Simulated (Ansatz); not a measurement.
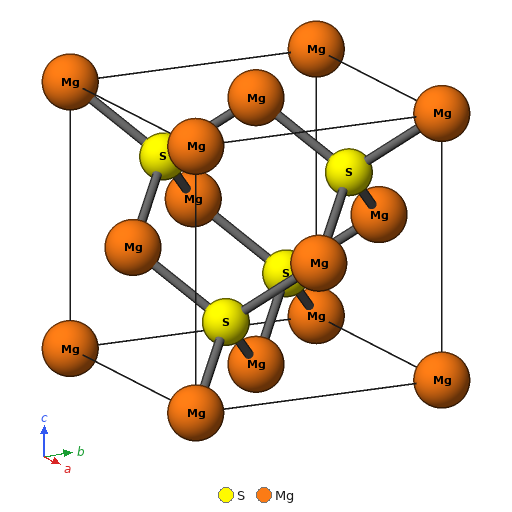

System: MgS, space group F-43m (No. 216). The picture shows the conventional cell.

The given structure:
```yaml
crystal:
  lattice:
    - [0.00000, 2.83312, 2.83312]
    - [2.83312, 0.00000, 2.83312]
    - [2.83312, 2.83312, 0.00000]
  atoms:
    - { symbol: S, position: [0.25000, 0.25000, 0.25000] }
    - { symbol: Mg, position: [0.00000, 0.00000, 0.00000] }
```

Calculation (Ansatz 0.2.0): plane-wave DFT, no spin polarisation; energies at scaled volumes of the given cell, shape and fractions fixed, counted from the fit's minimum, third-order Birch-Murnaghan fit. Level: PBE.

k mesh 8×8×8; occupations Fermi–Dirac; smearing width 0.05 eV; potentials Ansatz PAW; wave cutoff 420 eV; density cutoff 1680 eV.

Describe the result: the energy and pressure against volume. The volume takes the values 21.38, 21.83, 22.29, 22.74, 23.20, 23.65, 24.10 Å³/atom.

A third-order Birch–Murnaghan fit gives V0 = 23.12 Å³/atom, B0 = 55.2 GPa and B′ = 4.1. The energy is 25.82 meV/atom at volume 21.38 Å³/atom and 6.76 meV/atom at 24.10 Å³/atom; the lowest computed point is at volume 23.20 Å³/atom (0.04 meV/atom). The pressure falls from 5.07 GPa at volume 21.38 Å³/atom to −2.12 GPa at 24.10 Å³/atom, and changes sign near 23.12 Å³/atom.

| volume (Å³/atom) | energy (meV/atom) | pressure (GPa) |
| --- | --- | --- |
| 21.38 | 25.82 | 5.07 |
| 21.83 | 13.61 | 3.56 |
| 22.29 | 5.50 | 2.18 |
| 22.74 | 1.10 | 0.94 |
| 23.20 | 0.04 | −0.18 |
| 23.65 | 2.03 | −1.20 |
| 24.10 | 6.76 | −2.12 |

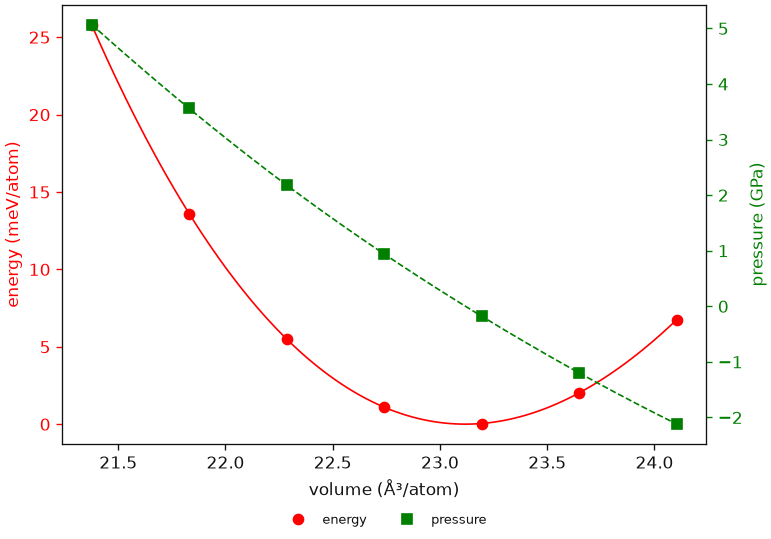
